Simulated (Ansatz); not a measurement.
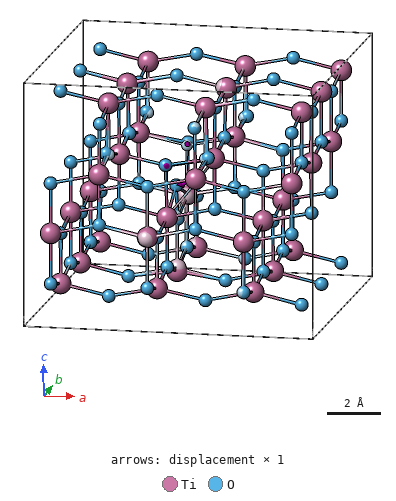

This is a relaxation of a defect cell of composition Ti36O73. The starting structure is drawn faded, the final one solid; purple arrows show the displacements, at their true length.

A ball-and-stick model of the cell of the calculation (origin shifted), seen slightly off an axis.

The calculation used DFT, PBEsol, PAW, plane waves in Ansatz. Set-up: plane-wave cutoff 420 eV; k-point mesh 1 × 1 × 1; mesh shifted by (0.25, 0.25, 0.25); no spin polarisation; atoms relaxed in a fixed cell; force threshold 0.03 eV/Å; at most 80 steps.

Atoms of which element are displaced furthest, and by how much?

Oxygen: up to 0.98 Å, against 0.16 Å for titanium.

What happened in the run?

The atom that moves furthest is an O atom (0.98 Å along [−3 1 −1]). Largest moves by element: O 0.98 Å, Ti 0.16 Å. The cell stays as it was. Among the contacts that change: O–Ti 2.117 → 2.973 Å, O–O 1.850 → 1.408 Å, O–Ti 2.725 → 2.343 Å, Ti–Ti 3.073 → 3.272 Å. Bonds break, among them: O–Ti (2.12 → 2.97 Å). Among the angles between lasting bonds that change: O–Ti–O 155.4° → 147.3°, O–Ti–O 155.9° → 163.7°, O–Ti–O 78.1° → 70.6°. Over 15 geometry steps the energy falls by 4.830 eV per cell of the calculation. Largest force component: 3.1 eV/Å at the start, 0.02 eV/Å at the end. The run took 16 s on 1 × NVIDIA GB200 with 8 threads of Arm Neoverse-V2, peak memory 2 GiB.
